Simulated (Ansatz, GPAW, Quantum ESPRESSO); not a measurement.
# Simulated XPS, UPS and emission spectra of BN, part 6 of 7

Wanted: projected DOS of BN, weighted into photoemission and X-ray emission spectra, at several levels of theory.

Ansatz 0.2.0, Quantum ESPRESSO 7.5 and GPAW 26.7.0; DFT, PBE, plane-wave PAW, default files, scalar-relativistic (the session's first sound run).

So far, pressure (GPa): step 2 (self-consistent run, DOS and bands, PBE) 7.98; step 3 (with PBEsol) 1.95; step 4 (a coarser DOS mesh, PBE) 7.98; step 5 (another volume, PBE) -6.66; step 6 (Quantum ESPRESSO: self-consistent run) 7.82.

The database entry behind the starting cell has ideal inner coordinates that were not refined, so it need not match the best structure at ambient conditions.

### 9. Quantum ESPRESSO: bands

Level of this step: DFT, PBE, plane waves, ultrasoft GBRV pseudopotentials, scalar-relativistic (Quantum ESPRESSO).

The bands are solved at chosen points on the fixed potential.

bands.in

```
&control
  calculation = 'bands'
  prefix = 'pes'
  outdir = './tmp'
  pseudo_dir = './pp'
  verbosity = 'high'
/
&system
  ibrav = 0
  nat = 4
  ntyp = 2
  ecutwfc = 40.0
  ecutrho = 200.0
  occupations = 'smearing'
  nbnd = 20
  smearing = 'fd'
  degauss = 0.00147
/
&electrons
  conv_thr = 4e-09
  mixing_beta = 0.5
  electron_maxstep = 120
  diago_full_acc = .true.
/
ATOMIC_SPECIES
N 14.0070 n_pbe_v1.2.uspp.F.UPF
B 10.8100 b_pbe_v1.4.uspp.F.UPF
CELL_PARAMETERS angstrom
 2.536000000 0.000000000 0.000000000
 -1.268000000 2.196240424 0.000000000
 0.000000000 0.000000000 4.199000000
ATOMIC_POSITIONS crystal
N 0.333333333 0.666666667 0.875000000
N 0.666666667 0.333333333 0.375000000
B 0.333333333 0.666666667 0.500000000
B 0.666666667 0.333333333 0.000000000
K_POINTS crystal
93
 0.00000000 0.00000000 0.00000000 1
 0.05000000 0.00000000 0.00000000 1
 0.10000000 0.00000000 0.00000000 1
 0.15000000 0.00000000 0.00000000 1
 0.20000000 0.00000000 0.00000000 1
 0.25000000 0.00000000 0.00000000 1
 ! [... 85 more points ...]
 0.33333300 0.33333300 0.05000000 1
 0.33333300 0.33333300 0.00000000 1
```

The run is started by

```sh
$ OMP_NUM_THREADS=1 mpirun -n 2 pw.x -nk 2 -in bands.in > bands.out
```

What it wrote:

```text
[banner, memory and clock lines left out]
Program PWSCF v.7.5 starts

          URL

     Atomic positions and unit cell read from directory:
     ./tmp/pes.save/

     Message from routine setup:
     using ibrav=0 with symmetry is DISCOURAGED, use correct ibrav instead

     G-vector sticks info

     bravais-lattice index     =            0
     lattice parameter (alat)  =       4.7923  a.u.
     unit-cell volume          =     157.8235 (a.u.)^3
     number of atoms/cell      =            4
     number of atomic types    =            2
     number of electrons       =        16.00
     number of Kohn-Sham states=           20
     kinetic-energy cutoff     =      40.0000  Ry
     charge density cutoff     =     200.0000  Ry
     Exchange-correlation=  SLA  PW   PBX  PBC
                           (   1   4   3   4   0   0   0)

     celldm(1)=   4.792345  celldm(2)=   0.000000  celldm(3)=   0.000000
     celldm(4)=   0.000000  celldm(5)=   0.000000  celldm(6)=   0.000000

     crystal axes: (cart. coord. in units of alat)
               a(1) = (   1.000000   0.000000   0.000000 )
               a(2) = (  -0.500000   0.866025   0.000000 )
               a(3) = (   0.000000   0.000000   1.655757 )

     reciprocal axes: (cart. coord. in units 2 pi/alat)
               b(1) = (  1.000000  0.577350 -0.000000 )
               b(2) = (  0.000000  1.154701  0.000000 )
               b(3) = (  0.000000 -0.000000  0.603953 )

     PseudoPot. # 1 for N  read from file:
     ./pp/n_pbe_v1.2.uspp.F.UPF
     Pseudo is Ultrasoft + core correction, Zval =  5.0
     Generated by new atomic code, or converted to UPF format
     Using radial grid of  729 points,  4 beta functions with:
                l(1) =   0
                l(2) =   0
                l(3) =   1
                l(4) =   1
     Q(r) pseudized with  8 coefficients,  rinner =    0.900   0.900   0.900

     PseudoPot. # 2 for B  read from file:
     ./pp/b_pbe_v1.4.uspp.F.UPF
     Pseudo is Ultrasoft + core correction, Zval =  3.0
     Generated by new atomic code, or converted to UPF format
     Using radial grid of  781 points,  4 beta functions with:
                l(1) =   0
                l(2) =   0
                l(3) =   1
                l(4) =   1
     Q(r) pseudized with  8 coefficients,  rinner =    1.100   1.100   1.100

     atomic species   valence    mass     pseudopotential
     N                 5.00    14.00700     N ( 1.00)
     B                 3.00    10.81000     B ( 1.00)

     12 Sym. Ops. (no inversion) found ( 6 have fractional translation)

                                    s                        frac. trans.

      isym =  1     identity

 cryst.   s( 1) = (     1          0          0      )
                  (     0          1          0      )
                  (     0          0          1      )

 cart.    s( 1) = (  1.0000000  0.0000000  0.0000000 )
                  (  0.0000000  1.0000000  0.0000000 )
                  (  0.0000000  0.0000000  1.0000000 )

      isym =  2     180 deg rotation - cart. axis [0,0,1]

 cryst.   s( 2) = (    -1          0          0      )    f =( -0.0000000 )
                  (     0         -1          0      )       (  0.0000000 )
                  (     0          0          1      )       (  0.5000000 )

 cart.    s( 2) = ( -1.0000000 -0.0000000  0.0000000 )    f =( -0.0000000 )
                  (  0.0000000 -1.0000000  0.0000000 )       (  0.0000000 )
                  (  0.0000000  0.0000000  1.0000000 )       (  0.8278785 )

      isym =  3      60 deg rotation - cryst. axis [0,0,1]

 cryst.   s( 3) = (     1          1          0      )    f =(  0.0000000 )
                  (    -1          0          0      )       (  0.0000000 )
                  (     0          0          1      )       (  0.5000000 )

 cart.    s( 3) = (  0.5000000 -0.8660254  0.0000000 )    f =(  0.0000000 )
                  (  0.8660254  0.5000000  0.0000000 )       (  0.0000000 )
                  (  0.0000000  0.0000000  1.0000000 )       (  0.8278785 )

      isym =  4      60 deg rotation - cryst. axis [0,0,-1]

 cryst.   s( 4) = (     0         -1          0      )    f =( -0.0000000 )
                  (     1          1          0      )       ( -0.0000000 )
                  (     0          0          1      )       (  0.5000000 )

 cart.    s( 4) = (  0.5000000  0.8660254  0.0000000 )    f =(  0.0000000 )
                  ( -0.8660254  0.5000000  0.0000000 )       ( -0.0000000 )
                  (  0.0000000  0.0000000  1.0000000 )       (  0.8278785 )

      isym =  5     120 deg rotation - cryst. axis [0,0,1]

 cryst.   s( 5) = (     0          1          0      )
                  (    -1         -1          0      )
                  (     0          0          1      )

 cart.    s( 5) = ( -0.5000000 -0.8660254  0.0000000 )
                  (  0.8660254 -0.5000000  0.0000000 )
                  (  0.0000000  0.0000000  1.0000000 )

      isym =  6     120 deg rotation - cryst. axis [0,0,-1]

 cryst.   s( 6) = (    -1         -1          0      )
                  (     1          0          0      )
                  (     0          0          1      )

 cart.    s( 6) = ( -0.5000000  0.8660254  0.0000000 )
                  ( -0.8660254 -0.5000000  0.0000000 )
                  (  0.0000000  0.0000000  1.0000000 )

      isym =  7     inv. 180 deg rotation - cart. axis [0,1,0]

 cryst.   s( 7) = (     1          0          0      )    f =(  0.0000000 )
                  (    -1         -1          0      )       (  0.0000000 )
                  (     0          0          1      )       (  0.5000000 )

 cart.    s( 7) = (  1.0000000  0.0000000  0.0000000 )    f =(  0.0000000 )
                  (  0.0000000 -1.0000000  0.0000000 )       (  0.0000000 )
                  (  0.0000000  0.0000000  1.0000000 )       (  0.8278785 )

      isym =  8     inv. 180 deg rotation - cart. axis [1,0,0]

 cryst.   s( 8) = (    -1          0          0      )
                  (     1          1          0      )
                  (     0          0          1      )

 cart.    s( 8) = ( -1.0000000 -0.0000000  0.0000000 )
                  (  0.0000000  1.0000000  0.0000000 )
                  (  0.0000000  0.0000000  1.0000000 )

      isym =  9     inv. 180 deg rotation - cryst. axis [1,-1,0]

 cryst.   s( 9) = (     0          1          0      )    f =( -0.0000000 )
                  (     1          0          0      )       (  0.0000000 )
                  (     0          0          1      )       (  0.5000000 )

 cart.    s( 9) = ( -0.5000000  0.8660254  0.0000000 )    f =( -0.0000000 )
                  (  0.8660254  0.5000000  0.0000000 )       (  0.0000000 )
[...]
k(   15) = (   0.4333332   0.4041450   0.0000000), wk =   0.0215054
        k(   16) = (   0.4166665   0.4330124   0.0000000), wk =   0.0215054
[...]
cryst. coord.
[...]
k(   86) = (   0.3333330   0.3333330   0.3500000), wk =   0.0215054
        k(   87) = (   0.3333330   0.3333330   0.3000000), wk =   0.0215054
        k(   88) = (   0.3333330   0.3333330   0.2500000), wk =   0.0215054
        k(   89) = (   0.3333330   0.3333330   0.2000000), wk =   0.0215054
        k(   90) = (   0.3333330   0.3333330   0.1500000), wk =   0.0215054
        k(   91) = (   0.3333330   0.3333330   0.1000000), wk =   0.0215054
        k(   92) = (   0.3333330   0.3333330   0.0500000), wk =   0.0215054
        k(   93) = (   0.3333330   0.3333330   0.0000000), wk =   0.0215054

     Dense  grid:     7523 G-vectors     FFT dimensions: (  24,  24,  36)

     Smooth grid:     5371 G-vectors     FFT dimensions: (  20,  20,  32)

     Dynamical RAM for                 wfc:       0.21 MB

     Dynamical RAM for     wfc (w. buffer):       0.21 MB

     Dynamical RAM for           str. fact:       0.23 MB

     Dynamical RAM for           local pot:       0.00 MB

     Dynamical RAM for          nlocal pot:       0.33 MB

     Dynamical RAM for                qrad:       0.65 MB

     Dynamical RAM for          rho,v,vnew:       0.82 MB

     Dynamical RAM for           G-vectors:       0.47 MB

     Dynamical RAM for          h,s,v(r/c):       0.07 MB

     Dynamical RAM for          <psi|beta>:       0.01 MB

     Dynamical RAM for                 psi:       0.41 MB

     Dynamical RAM for                hpsi:       0.41 MB

     Dynamical RAM for                spsi:       0.41 MB

     Dynamical RAM for      wfcinit/wfcrot:       0.42 MB

     Dynamical RAM for           addusdens:       2.64 MB

     The potential is recalculated from file :
     ./tmp/pes.save/charge-density

     Starting wfcs are   16 randomized atomic wfcs +    4 random wfcs

     Band Structure Calculation
     Davidson diagonalization with overlap

     Computing kpt #:     1  of    47 on this pool

     Computing kpt #:     2  of    47 on this pool

     Computing kpt #:     3  of    47 on this pool

     Computing kpt #:     4  of    47 on this pool

     Computing kpt #:     5  of    47 on this pool

     Computing kpt #:     6  of    47 on this pool

     Computing kpt #:     7  of    47 on this pool

     Computing kpt #:     8  of    47 on this pool

     Computing kpt #:     9  of    47 on this pool

     Computing kpt #:    10  of    47 on this pool

     Computing kpt #:    11  of    47 on this pool

     Computing kpt #:    12  of    47 on this pool

     Computing kpt #:    13  of    47 on this pool

     Computing kpt #:    14  of    47 on this pool

     Computing kpt #:    15  of    47 on this pool

     Computing kpt #:    16  of    47 on this pool

[...]
Computing kpt #:    40  of    47 on this pool

     Computing kpt #:    41  of    47 on this pool

     Computing kpt #:    42  of    47 on this pool

     Computing kpt #:    43  of    47 on this pool

     Computing kpt #:    44  of    47 on this pool

     Computing kpt #:    45  of    47 on this pool

     Computing kpt #:    46  of    47 on this pool

     Computing kpt #:    47  of    47 on this pool

     ethr =  2.50E-11,  avg # of iterations = 25.3

     End of band structure calculation

          k = 0.0000 0.0000 0.0000 (   699 PWs)   bands (ev):

    -9.0274  -4.8329   0.4706   9.3401   9.3401  11.2287  11.4770  11.4770
    19.9205  19.9205  20.1089  21.1934  22.4790  23.4720  23.4720  27.8375
    33.1442  33.1442  33.3118  35.8847

          k = 0.0500 0.0289 0.0000 (   679 PWs)   bands (ev):

    -8.9724  -4.7903   0.5251   9.0790   9.2322  11.1719  11.2649  11.4185
    19.8059  20.0362  20.2348  21.3714  22.6825  23.4883  23.6375  27.7537
    31.7125  32.9814  34.5718  35.3265

          k = 0.1000 0.0577 0.0000 (   675 PWs)   bands (ev):

    -8.8081  -4.6647   0.6880   8.3644   8.9395  10.6686  11.0118  11.2467
    19.6026  20.3563  20.4438  21.8717  23.0707  23.6875  24.1067  27.4964
    30.3240  32.6609  34.0449  36.1870

          k = 0.1500 0.0866 0.0000 (   667 PWs)   bands (ev):

    -8.5363  -4.4621   0.9570   7.3479   8.5310   9.8066  10.7401  10.9801
    19.3595  20.6756  20.8050  22.4287  23.3155  24.3521  24.8125  27.0688
    29.2785  32.4489  33.3211  36.8062

          k = 0.2000 0.1155 0.0000 (   664 PWs)   bands (ev):

    -8.1605  -4.1954   1.3278   6.1797   8.0766   8.7870  10.3589  10.6547
    19.1041  20.8750  21.2782  22.5886  23.7815  25.1092  25.6705  26.7307
    28.6889  32.5227  32.8184  36.9713

          k = 0.2500 0.1443 0.0000 (   676 PWs)   bands (ev):

    -7.6866  -3.8873   1.7927   4.9814   7.6299   7.6988   9.8681  10.3123
    18.8600  20.9062  21.6784  22.6072  23.9811  25.7402  26.5944  27.0492
    28.4204  32.5551  32.9775  36.9454

          k = 0.3000 0.1732 0.0000 (   674 PWs)   bands (ev):

    -7.1245  -3.5795   2.3374   3.8590   6.6107   7.2280   9.2764   9.9896
    18.6462  20.6546  21.9527  22.8222  23.7491  26.4526  27.5005  27.5009
    28.5728  32.5602  33.8308  36.7841

          k = 0.3500 0.2021 0.0000 (   672 PWs)   bands (ev):

    -6.4915  -3.3435   2.8177   3.0418   5.5841   6.8955   8.6082   9.7142
    18.4754  20.2437  22.1042  23.2345  23.4735  27.0649  27.3715  28.3085
    29.4032  32.8119  35.0225  36.5053

          k = 0.4000 0.2309 0.0000 (   674 PWs)   bands (ev):

[...]
30.3721  33.1940  36.1542  36.4135

          k = 0.4500 0.2598 0.0000 (   680 PWs)   bands (ev):

[...]
31.1613  33.5235  35.8520  36.7134

          k = 0.5000 0.2887 0.0000 (   668 PWs)   bands (ev):

[...]
31.4848  33.6438  35.7436  36.4901

          k = 0.4833 0.3175 0.0000 (   676 PWs)   bands (ev):

[...]
31.4381  33.5897  35.6603  36.4178

          k = 0.4667 0.3464 0.0000 (   676 PWs)   bands (ev):

[...]
31.3073  33.4306  35.4366  36.2280

          k = 0.4500 0.3753 0.0000 (   680 PWs)   bands (ev):

[...]
31.1185  33.1807  35.1290  35.9531

          k = 0.4333 0.4041 0.0000 (   672 PWs)   bands (ev):

[...]
30.9124  32.8739  34.7858  35.5939

          k = 0.4167 0.4330 0.0000 (   670 PWs)   bands (ev):

[...]
30.7433  32.5623  34.4279  35.1416

[...]
k = 0.3333 0.5773 0.2114 (   690 PWs)   bands (ev):

[...]
30.6024  31.0586  35.5730  35.5730

          k = 0.3333 0.5773 0.1812 (   684 PWs)   bands (ev):

[...]
30.7873  31.2787  34.9535  34.9535

          k = 0.3333 0.5773 0.1510 (   684 PWs)   bands (ev):

[...]
31.0551  31.5052  34.3044  34.3044

          k = 0.3333 0.5773 0.1208 (   681 PWs)   bands (ev):

[...]
31.3794  31.7240  33.6834  33.6834

          k = 0.3333 0.5773 0.0906 (   681 PWs)   bands (ev):

    -3.6301  -3.6301   2.2875   3.7023   3.7023   5.6301   6.6932   6.6933
    17.2898  23.7014  23.7014  25.2276  26.0699  26.0699  27.6192  27.6192
    31.7165  31.9196  33.1425  33.1426

          k = 0.3333 0.5773 0.0604 (   687 PWs)   bands (ev):

    -3.6462  -3.6462   2.2075   3.9524   3.9524   5.8075   6.3684   6.3684
    16.9589  24.3109  24.3109  25.3716  26.0647  26.0647  27.3060  27.3061
    32.0127  32.0759  32.7258  32.7258

          k = 0.3333 0.5773 0.0302 (   678 PWs)   bands (ev):

    -3.6564  -3.6564   2.1593   4.1521   4.1521   5.9202   6.1221   6.1221
    16.7534  24.8235  24.8235  25.4514  26.0594  26.0594  26.9837  26.9837
    32.1775  32.2162  32.4653  32.4653

          k = 0.3333 0.5773 0.0000 (   687 PWs)   bands (ev):

    -3.6600  -3.6600   2.1432   4.2327   4.2327   5.9589   6.0255   6.0255
    16.6836  25.0510  25.0510  25.4767  26.0555  26.0555  26.8230  26.8230
    32.2127  32.2884  32.3768  32.3768

     XML data file, pseudopotentials, collected wavefunctions

                                        0.00s GPU  (    1371 calls)
```

Wall time 4.2 s (2 MPI ranks of Arm Neoverse V2, shared host); 8.2 s of CPU time.

Numbers from this step:

| Item | Value |
| --- | --- |
| gap on the path | 5.207 eV |
| least direct gap on the path | 8.356 eV |
| valence top on path | -3.00e-4 eV |

The electronic bands at the labelled points (eV, zero at the valence-band maximum; v1 is the highest filled band, c1 the lowest empty one):

```csv
point,v4,v3,v2,v1,c1
Γ,-2.14,-0.25,0.00,0.00,8.44
M,-6.95,-5.03,-4.44,-2.15,6.79
K,-7.25,-5.52,-5.45,-5.45,5.21
Γ,-2.14,-0.25,0.00,0.00,8.44
A,-1.18,-1.18,-1.18,-1.18,9.63
L,-3.81,-3.81,-3.59,-3.59,6.65
H,-7.82,-7.82,-3.05,-3.05,9.40
A,-1.18,-1.18,-1.18,-1.18,9.63
jump to L,-3.81,-3.81,-3.59,-3.59,6.65
M,-6.95,-5.03,-4.44,-2.15,6.79
jump to H,-7.82,-7.82,-3.05,-3.05,9.40
K,-7.25,-5.52,-5.45,-5.45,5.21
```

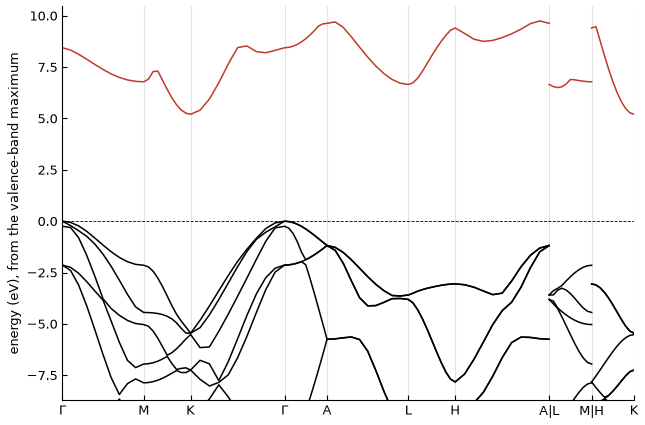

Electronic bands along the path; lines of filled and empty bands in two colours.

The path shows an indirect gap of 5.21 eV (valence top at Γ, conduction bottom at K). The least direct gap is 8.36 eV.

(Part 6 of 7 ends here.)

[Logs are printed without paths, hosts, clocks, repeated set-up lines and the standing remarks that a program may print on its own settings, such as how far it seeks lower states.]

[Hosts, paths, dates, database ids (printed as entryN), source tags and the programs' standing remarks are cut or masked in the printed files.]

[Maps of the electrostatic potential energy from Ansatz leave out the sawtooth potential of an applied field or a dipole correction, so their vacuum need not be flat; work functions include it.]

[Peak lists hold at most the 14 tallest peaks of each spectrum; further lines can be left out.]
